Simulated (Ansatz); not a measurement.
# Which functional for work functions? 34 faces: fcc, bcc and hcp metals

Five functionals are run on the same slabs. Which comes nearest to measured work functions, is its error a steady shift or a scatter, and what does it cost?

Measured values are compiled ones, as quoted in “Properties of real metallic surfaces: Effects of density functional semilocality and van der Waals nonlocality” (2017, arxiv:1702.08515) and “Anisotropic work function of elemental crystals” (2019, arxiv:1902.07811).

Set-up. Ansatz 0.2.0, plane waves with PAW datasets (its set soft_2) at their recommended cutoffs; symmetric slabs of 7 layers (11 for bcc (111)) cut at the tabulated experimental lattice constant, atoms at bulk places, 18 Å of vacuum, k-spacing 0.16 Å⁻¹ (2π included), Fermi-Dirac smearing of 0.1 eV, SCF threshold 1e-9 eV; spin-polarised where the metal is Fe, Co or Ni. The work function is the vacuum level less the Fermi level; differences are formed before rounding. CPU times are from shared hosts of several kinds. For Fe(111) in r2SCAN, Ni(110) in r2SCAN and Ni(111) in r2SCAN the value lies over 0.17 eV from that functional's usual offset from PBE, so the magnetic state may differ; it is kept.

Results:

```
                                             face  measured (eV)  LDA error (eV)  PBEsol error (eV)  r2SCAN error (eV)  PBE error (eV)  RPBE error (eV)
                                          Al(100)           4.32           +0.07              −0.03              +0.01           −0.08            −0.14
                                          Al(110)           4.23           −0.04              −0.15              −0.14           −0.19            −0.26
                                          Al(111)           4.32           −0.11              −0.22              −0.23           −0.28            −0.36
                                          Fe(100)           4.75           −0.50              −0.81              −0.98           −0.89            −1.07
                                          Fe(110)           5.12           −0.04              −0.27              −0.27           −0.38            −0.55
                                          Fe(111)           4.81           −0.59              −0.85              −1.14           −0.94            −1.10
                                          Ni(100)           5.17           +0.10              −0.15              −0.23           −0.26            −0.43
                                          Ni(110)           4.55           +0.36              +0.09              −0.20           −0.02            −0.20
                                          Ni(111)           5.36           +0.09              −0.16              −0.52           −0.29            −0.47
                                          Cu(100)           4.73           +0.17              −0.07              −0.19           −0.19            −0.36
                                          Cu(110)           4.56           +0.12              −0.14              −0.26           −0.24            −0.42
                                          Cu(111)            4.9           +0.27              +0.04              −0.05           −0.08            −0.25
                                          Nb(100)           3.97           +0.01              −0.16              −0.26           −0.25            −0.40
                                          Nb(110)           4.63           +0.16              +0.01              −0.01           −0.09            −0.22
                                          Nb(111)           4.08           −0.39              −0.59              −0.72           −0.67            −0.82
                                          Mo(110)           4.95           +0.01              −0.18              −0.25           −0.29            −0.44
                                          Mo(111)           4.52           −0.51              −0.73              −0.83           −0.81            −0.97
                                          Rh(100)            5.3           +0.14              −0.12              −0.24           −0.25            −0.43
                                          Rh(110)           4.86           +0.20              −0.07              −0.20           −0.18            −0.36
                                          Rh(111)           5.46           +0.10              −0.16              −0.30           −0.29            −0.47
                                          Pd(100)           5.48           +0.02              −0.27              −0.40           −0.39            −0.59
                                          Pd(110)           5.07           +0.17              −0.13              −0.24           −0.23            −0.42
                                          Pd(111)           5.67           −0.03              −0.31              −0.45           −0.45            −0.64
                                          Ag(100)           4.36           +0.36              +0.06              −0.11           −0.06            −0.27
                                          Ag(110)            4.1           +0.44              +0.14              −0.05           +0.02            −0.18
                                          Ag(111)           4.53           +0.34              +0.05              −0.12           −0.08            −0.28
                                          Ta(100)            4.1           +0.13              −0.02              −0.07           −0.10            −0.23
                                          Ta(110)           4.74           +0.27              +0.14              +0.15           +0.05            −0.07
                                          Ta(111)            3.5           +0.27              +0.07              −0.04            0.00            −0.15
                                           W(110)           5.25           −0.08              −0.25              −0.27           −0.35            −0.48
                                           W(111)           4.47           −0.23              −0.43              −0.51           −0.51            −0.66
                                         Re(0001)           5.15           +0.18               0.00              −0.05           −0.12            −0.26
                                          Ir(111)           5.78           +0.09              −0.14              −0.23           −0.28            −0.43
                                          Pt(111)           5.91           +0.14              −0.11              −0.18           −0.25            −0.41
                                       mean error                          +0.05              −0.17              −0.28           −0.28            −0.44
                              mean absolute error                           0.20               0.21               0.29            0.28             0.44
                            spread about the mean                           0.25               0.25               0.28            0.24             0.25
mean absolute error, PBE's relaxation shift added                           0.18               0.21               0.28            0.27             0.42
            CPU time over PBE's (median, rounded)                              1                  1                  3               1                1
```

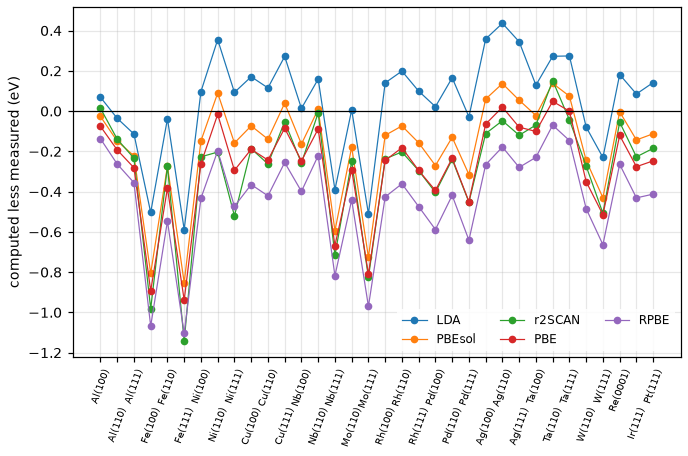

Errors by face.

**Answer.** LDA has the smallest mean absolute error, 0.20 eV, but PBEsol, r2SCAN and PBE are within 0.1 eV of it, which measured values of this quality can't tell apart. LDA's error is mostly scatter (mean +0.05, spread 0.25 eV), and its worst face is Fe(111). Relaxation moves PBE's values by −0.18 to +0.37 eV; with that shift added to every functional (zero where a face has no relaxed run), the two smallest errors are 0.18 eV (LDA) and 0.21 eV (PBEsol). The mean errors run from −0.44 to +0.05 eV, while the spread about the mean stays between 0.24 and 0.28 eV: the functionals differ from each other mostly by a common shift. PBE is low on average by 0.28 eV. r2SCAN, at its higher cutoff, takes about 2.6 times PBE's time (median) for a mean absolute error of 0.29 eV against PBE's 0.28 eV.

What the numbers leave out: Compiled measured values differ between sources by a tenth of an eV or more, which bounds what the ranking can tell. The slabs are unrelaxed and share the tabulated experimental lattice constant; faces that reconstruct, and Cr, whose antiferromagnetism these cells miss, and faces where a run is missing or in doubt, are left out. Spin-orbit coupling is left out. The table is a selection: not every member that was run is listed.

[Logs are printed without paths, hosts, clocks, repeated set-up lines and the standing remarks that a program may print on its own settings, such as how far it seeks lower states.]
